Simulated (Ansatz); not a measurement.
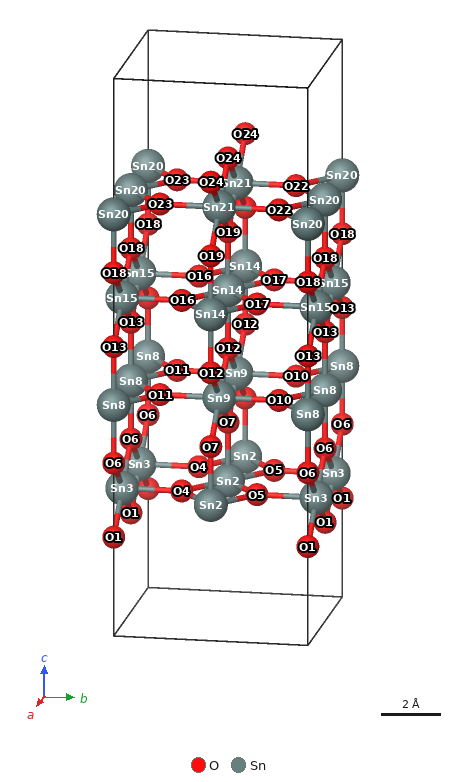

The structure as given in the input (ball-and-stick view of the 2 × 1 repeat of the cell, with the vacuum cut short, seen slightly off an axis; atoms are numbered from 1 in the order of the input). An atom can appear more than once, as a periodic image.

# Two runs on SnO2

System: SnO2 (slab, 24 atoms in the cell).
Method of run 1: DFT PBEsol, scalar-relativistic, plane waves, PAW, no spin polarisation (Ansatz 0.2.0).

The structure derives from an entry of the Crystallography Open Database. Text and figures count atoms from 1; the logs count them from 0 in places.

**The input, run 1**
```yaml
crystal:
  lattice:
    - [3.2120684193, 0.0, 0.0]
    - [0.0, 6.7443405708, 0.0]
    - [0.0, 0.0, 27.7295853126]
  atoms:
    - { symbol: O, position: [0.0, 0.0, 0.2704692449] }
    - { symbol: Sn, position: [0.0, 0.5, 0.3175863299] }
    - { symbol: Sn, position: [0.5, 0.0, 0.3175863299] }
    - { symbol: O, position: [0.5, 0.3062765048, 0.3175863299] }
    - { symbol: O, position: [0.5, 0.6937234952, 0.3175863299] }
    - { symbol: O, position: [0.0, 0.0, 0.3647034149] }
    - { symbol: O, position: [0.0, 0.5, 0.3920783583] }
    - { symbol: Sn, position: [0.0, 0.0, 0.4391954433] }
    - { symbol: Sn, position: [0.5, 0.5, 0.4391954433] }
    - { symbol: O, position: [0.5, 0.8062765048, 0.4391954433] }
    - { symbol: O, position: [0.5, 0.1937234952, 0.4391954433] }
    - { symbol: O, position: [0.0, 0.5, 0.4863125283] }
    - { symbol: O, position: [0.0, 0.0, 0.5136874717] }
    - { symbol: Sn, position: [0.0, 0.5, 0.5608045567] }
    - { symbol: Sn, position: [0.5, 0.0, 0.5608045567] }
    - { symbol: O, position: [0.5, 0.3062765048, 0.5608045567] }
    - { symbol: O, position: [0.5, 0.6937234952, 0.5608045567] }
    - { symbol: O, position: [0.0, 0.0, 0.6079216417] }
    - { symbol: O, position: [0.0, 0.5, 0.6352965851] }
    - { symbol: Sn, position: [0.0, 0.0, 0.6824136701] }
    - { symbol: Sn, position: [0.5, 0.5, 0.6824136701] }
    - { symbol: O, position: [0.5, 0.8062765048, 0.6824136701] }
    - { symbol: O, position: [0.5, 0.1937234952, 0.6824136701] }
    - { symbol: O, position: [0.0, 0.5, 0.7295307551] }
basis:
  ecutwfc: 420
kpoints:
  mp_grid: { grid: [8, 4, 1] }
hamiltonian:
  xc: pbesol
scf:
  occupations: { method: gaussian, width: 0.05 }
  n_extra_bands: 1
output:
  forces: true
  stress: true
  eigenvalues: true
efield:
  axis: 3
  dipole_correction: true
  ramp_width: 0.04
```

Command:
```bash
ansatz run input.yaml --threads 2 --pin off --max-ram 5120MiB --backend cpu --events-out ev --progress --plain --runs-dir out
```

Hardware: 2 threads of Intel Xeon (Granite Rapids), 32 GiB of memory available, shared host.

**Output, shortened to warnings, some set-up lines, iterations and results (run 1)**
```
Basis set: ecut = 420 eV, 11821 PW (Γ), exchange–correlation on 48×96×384 points (8 copies of the dense FFT grid, shifted against one another)
Symmetry: 4 space group operations
k-points: 15 of 32
Initial density: superposition of atomic densities (neutral atoms: chi_scale 0, normalization atom), corrected by the library's trained network
[...]
SCF iter   1: F=—  HF=-56568.297424 eV  |F-HF|=—  |Δ(HF+E_count)|=         —  Δρ=1.12e-2  dr2=6.37e-1  ethr=1.77e-3  p=0.000 e·Å  D=3.52e-13 V/Å  ΔV_dip=-0.00 eV  …
SCF iter   2: F=—  HF=-56568.142871 eV  |F-HF|=—  |Δ(HF+E_count)|=   1.55e-1  Δρ=3.30e-3  dr2=4.56e-2  ethr=3.06e-4  p=-0.000 e·Å  D=-9.49e-6 V/Å  ΔV_dip=0.00 eV  …
SCF iter   3: F=—  HF=-56568.136795 eV  |F-HF|=—  |Δ(HF+E_count)|=   6.08e-3  Δρ=1.39e-3  dr2=1.35e-2  ethr=2.19e-5  p=-0.000 e·Å  D=-4.76e-6 V/Å  ΔV_dip=0.00 eV  …
SCF iter   4: F=—  HF=-56568.135523 eV  |F-HF|=—  |Δ(HF+E_count)|=   1.27e-3  Δρ=7.46e-4  dr2=2.95e-3  ethr=6.49e-6  p=-0.000 e·Å  D=-7.71e-6 V/Å  ΔV_dip=0.00 eV  …
SCF iter   5: F=—  HF=-56568.135539 eV  |F-HF|=—  |Δ(HF+E_count)|=   1.65e-5  Δρ=3.39e-4  dr2=5.82e-4  ethr=1.42e-6  p=0.000 e·Å  D=5.82e-7 V/Å  ΔV_dip=-0.00 eV  …
SCF iter   6: F=—  HF=-56568.135645 eV  |F-HF|=—  |Δ(HF+E_count)|=   1.06e-4  Δρ=1.19e-4  dr2=8.25e-5  ethr=2.80e-7  p=-0.000 e·Å  D=-1.47e-5 V/Å  ΔV_dip=0.00 eV  …
SCF iter   7: F=—  HF=-56568.135643 eV  |F-HF|=—  |Δ(HF+E_count)|=   1.86e-6  Δρ=2.67e-5  dr2=4.13e-6  ethr=3.97e-8  p=0.000 e·Å  D=1.29e-5 V/Å  ΔV_dip=-0.00 eV  …
SCF iter   8: F=—  HF=-56568.135647 eV  |F-HF|=—  |Δ(HF+E_count)|=   4.18e-6  Δρ=2.89e-5  dr2=5.84e-6  ethr=1.99e-9  p=-0.000 e·Å  D=-4.23e-5 V/Å  ΔV_dip=0.00 eV  …
SCF iter   9: F=—  HF=-56568.135647 eV  |F-HF|=—  |Δ(HF+E_count)|=   6.20e-7  Δρ=6.85e-6  dr2=2.76e-7  ethr=1.99e-9  p=0.000 e·Å  D=4.78e-6 V/Å  ΔV_dip=-0.00 eV  …
SCF iter  10: F=-56568.135647 eV  HF=-56568.135647 eV  |F-HF|=2.47e-8  |Δ(HF+E_count)|=   1.39e-8  Δρ=2.88e-6  dr2=4.86e-8  ethr=4.81e-11  p=-0.000 e·Å  D=-2.29e-6 V/Å  …
SCF 1 converged in 10 iterations: F = -56568.135647 eV  dr2 = 4.86e-8
SCF converged after 10 iterations
Free energy (F): -56568.135647 eV
Harris-Foulkes:  -56568.135647 eV  (|F-HF|=2.47e-8)
Internal energy: -56568.135647 eV  (E = F + TS)
E sigma→0 (E₀):  -56568.135647 eV
Entropy (-TS):   -0.000000 eV (-0.000 meV/atom)
Fermi energy:    1.410578 eV
Dipole field:    D = 0.000018 V/Å  (p = 0.000059 e·Å, saw-weighted, corrected)
Work function:   Φ+ = 6.7346 eV   Φ− = 6.7351 eV
Levels:          The Fermi level and band energies are counted from a zero that moves with the ramp; work functions are not
--- Per-component energies (eV) ---
  E_band       = -2295.109711
  E_kinetic    = 4307.922449
  E_local      = -237764.801619  (includes V_loc(G=0)·N_el)
  E_nonlocal   = 553.984893
  E_hartree    = 118196.026819
  E_xc         = -4173.308977
  E_vxc        = -2244.023636  (∫ρ·V_xc dr)
  E_paw        = -35043.735202  (= ΣΔE_a)
  E_vpaw       = -3540.235634  (= ΣTr[D̂ρ^β])
  E_aug_tail   = 0.039375  (compensation charges beyond the density's cutoff)
  E_efield     = 0.000000  (sawtooth field / dipole correction)
  E_vefield    = 0.000000  (∫n·V_field dr)
  E_ewald      = 97352.893292
  E_core_change = 2.843325  (= ΣΔE_core)
  E_smearing   = -0.000000  (= −TS)
  E_closure    = -0.000000  (closes the sum)
  Σ components = -56568.135647   (vs F -56568.135647, Δ=0.00e0)
--- Forces (eV/Å), atoms counted from 1 ---
  atom   1  O     -0.00000000    -0.00000000     1.10348755
  atom   2  Sn     0.00000000    -0.00000000     1.91603874
  atom   3  Sn     0.00000000     0.00000000    -2.44019680
  atom   4  O     -0.00000000     1.45875191    -0.65594402
  atom   5  O      0.00000000    -1.45875191    -0.65594402
  atom   6  O     -0.00000000     0.00000000     1.06981613
  atom   7  O     -0.00000000     0.00000000    -0.46519506
  atom   8  Sn    -0.00000000     0.00000000    -0.19107586
  atom   9  Sn     0.00000000    -0.00000000     0.33155668
  atom  10  O      0.00000000    -0.17731702     0.01680175
  atom  11  O     -0.00000000     0.17731702     0.01680175
  atom  12  O     -0.00000000     0.00000000    -0.07796354
  atom  13  O      0.00000000    -0.00000000     0.07795693
  atom  14  Sn     0.00000000     0.00000000     0.19110342
  atom  15  Sn    -0.00000000     0.00000000    -0.33154488
  atom  16  O      0.00000000    -0.17731959    -0.01680618
  atom  17  O     -0.00000000     0.17731959    -0.01680618
  atom  18  O      0.00000000    -0.00000000     0.46517737
  atom  19  O     -0.00000000    -0.00000000    -1.06988245
  atom  20  Sn    -0.00000000     0.00000000    -1.91600469
  atom  21  Sn    -0.00000000    -0.00000000     2.44020761
  atom  22  O     -0.00000000     1.45877591     0.65593669
  atom  23  O      0.00000000    -1.45877591     0.65593669
[...]
```

For run 2 the input was changed thus:
```diff
-  n_extra_bands: 1
+  max_iter: 86
+  amplitude: 0.6
```

What does this change do to the results?

Run 2 ends 11.0 meV per atom lower: the change has altered the solution reached or how tightly it is converged. The gap of 0.35 eV on the mesh closes. The largest force goes from 2.440 to 2.532 eV/Å. The SCF takes 19 iterations against 10. On the same kind of shared host run 2 took about 1.6 times as long.

**Output, shortened to warnings, some set-up lines, iterations and results (run 2)**
```
Basis set: ecut = 420 eV, 11821 PW (Γ), exchange–correlation on 48×96×384 points (8 copies of the dense FFT grid, shifted against one another)
Symmetry: 4 space group operations
k-points: 15 of 32
Initial density: superposition of atomic densities (neutral atoms: chi_scale 0, normalization atom, screened)
[...]
SCF iter   1: F=—  HF=-56592.214479 eV  |F-HF|=—  |Δ(HF+E_count)|=         —  Δρ=1.11e-1  dr2=8.03e1  ethr=3.10e-3  p=1.367 e·Å  D=4.12e-1 V/Å  ΔV_dip=-11.42 eV  …
SCF iter   2: F=—  HF=-56571.319908 eV  |F-HF|=—  |Δ(HF+E_count)|=    2.09e1  Δρ=6.96e-2  dr2=7.62e1  ethr=3.10e-3  p=0.863 e·Å  D=2.60e-1 V/Å  ΔV_dip=-7.21 eV  …
SCF iter   3: F=—  HF=-56569.462379 eV  |F-HF|=—  |Δ(HF+E_count)|=    1.86e0  Δρ=3.18e-2  dr2=4.48e0  ethr=3.10e-3  p=1.097 e·Å  D=3.30e-1 V/Å  ΔV_dip=-9.16 eV  …
SCF iter   4: F=—  HF=-56568.680324 eV  |F-HF|=—  |Δ(HF+E_count)|=   7.82e-1  Δρ=1.43e-2  dr2=1.27e0  ethr=2.15e-3  p=1.007 e·Å  D=3.03e-1 V/Å  ΔV_dip=-8.41 eV  …
SCF iter   5: F=—  HF=-56568.451578 eV  |F-HF|=—  |Δ(HF+E_count)|=   2.29e-1  Δρ=5.23e-3  dr2=3.21e-1  ethr=6.09e-4  p=1.003 e·Å  D=3.02e-1 V/Å  ΔV_dip=-8.38 eV  …
[... 10 lines ...]
SCF iter  16: F=—  HF=-56568.400771 eV  |F-HF|=—  |Δ(HF+E_count)|=   6.06e-6  Δρ=4.95e-5  dr2=2.85e-5  ethr=1.64e-8  p=0.909 e·Å  D=2.74e-1 V/Å  ΔV_dip=-7.59 eV  …
SCF iter  17: F=—  HF=-56568.400787 eV  |F-HF|=—  |Δ(HF+E_count)|=   1.59e-5  Δρ=8.56e-6  dr2=2.04e-6  ethr=1.37e-8  p=0.909 e·Å  D=2.74e-1 V/Å  ΔV_dip=-7.59 eV  …
SCF iter  18: F=—  HF=-56568.400790 eV  |F-HF|=—  |Δ(HF+E_count)|=   3.00e-6  Δρ=3.81e-6  dr2=1.91e-7  ethr=9.79e-10  p=0.909 e·Å  D=2.74e-1 V/Å  ΔV_dip=-7.59 eV  …
SCF iter  19: F=-56568.400792 eV  HF=-56568.400791 eV  |F-HF|=2.97e-7  |Δ(HF+E_count)|=   1.05e-6  Δρ=1.48e-6  dr2=2.53e-8  ethr=4.81e-11  p=0.909 e·Å  D=2.74e-1 V/Å  …
SCF 1 converged in 19 iterations: F = -56568.400792 eV  dr2 = 2.53e-8
SCF converged after 19 iterations
Free energy (F): -56568.400792 eV
Harris-Foulkes:  -56568.400791 eV  (|F-HF|=2.97e-7)
Internal energy: -56568.396900 eV  (E = F + TS)
E sigma→0 (E₀):  -56568.398846 eV
Entropy (-TS):   -0.003891 eV (-0.162 meV/atom)
Fermi energy:    1.448847 eV
Dipole field:    D = 0.273716 V/Å  (p = 0.908671 e·Å, saw-weighted, corrected)
Work function:   not extracted (applied field tilts the vacuum); planar V_es + V_field profile in the machine report
Levels:          The Fermi level and band energies are counted from a zero that moves with the ramp; work functions are not
--- Per-component energies (eV) ---
  E_band       = -2295.488743
  E_kinetic    = 4307.965734
  E_local      = -237764.404426  (includes V_loc(G=0)·N_el)
  E_nonlocal   = 553.982233
  E_hartree    = 118195.657558
  E_xc         = -4173.343363
  E_vxc        = -2244.055395  (∫ρ·V_xc dr)
  E_paw        = -35043.609779  (= ΣΔE_a)
  E_vpaw       = -3540.037051  (= ΣTr[D̂ρ^β])
  E_aug_tail   = 0.039371  (compensation charges beyond the density's cutoff)
  E_efield     = -0.420844  (sawtooth field / dipole correction)
  E_vefield    = -0.296485  (∫n·V_field dr)
  E_ewald      = 97352.893292
  E_core_change = 2.843325  (= ΣΔE_core)
  E_smearing   = -0.003891  (= −TS)
  E_closure    = -0.000000  (closes the sum)
  Σ components = -56568.400792   (vs F -56568.400792, Δ=0.00e0)
--- Forces (eV/Å), atoms counted from 1 ---
  atom   1  O     -0.00000000     0.00000000     0.89127232
  atom   2  Sn    -0.00000000     0.00000000     2.10678666
  atom   3  Sn    -0.00000000     0.00000000    -2.19952232
  atom   4  O     -0.00000000     1.39895725    -0.70201674
  atom   5  O      0.00000000    -1.39895725    -0.70201674
  atom   6  O     -0.00000000     0.00000000     0.91472953
  atom   7  O     -0.00000000    -0.00000000    -0.58677925
  atom   8  Sn     0.00000000    -0.00000000     0.01764156
  atom   9  Sn    -0.00000000     0.00000000     0.48759772
  atom  10  O      0.00000000    -0.16596557    -0.04470406
  atom  11  O     -0.00000000     0.16596557    -0.04470406
  atom  12  O     -0.00000000    -0.00000000    -0.19505343
  atom  13  O     -0.00000000     0.00000000    -0.04195976
  atom  14  Sn     0.00000000    -0.00000000     0.36664772
  atom  15  Sn    -0.00000000    -0.00000000    -0.17991536
  atom  16  O      0.00000000    -0.18024214    -0.07053895
  atom  17  O     -0.00000000     0.18024214    -0.07053895
  atom  18  O      0.00000000    -0.00000000     0.35004438
  atom  19  O     -0.00000000     0.00000000    -1.15886052
  atom  20  Sn    -0.00000000     0.00000000    -1.67632374
  atom  21  Sn     0.00000000    -0.00000000     2.53185348
  atom  22  O     -0.00000000     1.44691827     0.60307583
[...]
```

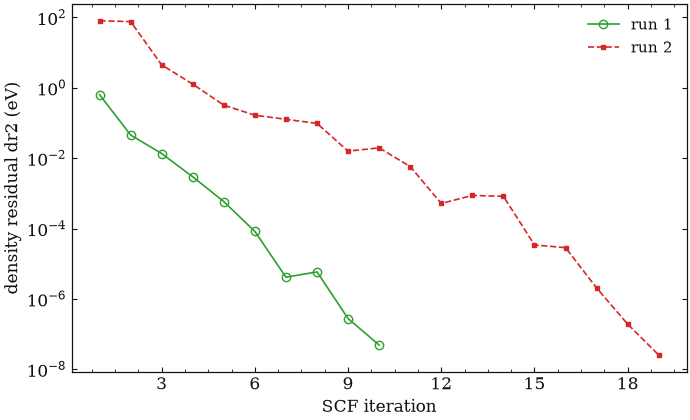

Convergence of the two runs: density residual dr2 against the SCF iteration. Run 1 takes 10 iterations in all, and run 2 takes 19.

**The two runs side by side**

```csv
quantity,run 1,run 2
outcome,converged,converged
free energy per atom (eV),−2357.0057,−2357.0167
gap on the mesh (eV),0.35,0.00
work function (eV),6.73,–
largest force (eV/Å),2.440,2.532
SCF iterations,10,19
irreducible k-points,15,15
plane waves at Γ,11821,11821
wall time (shared host),39 s,64 s
```
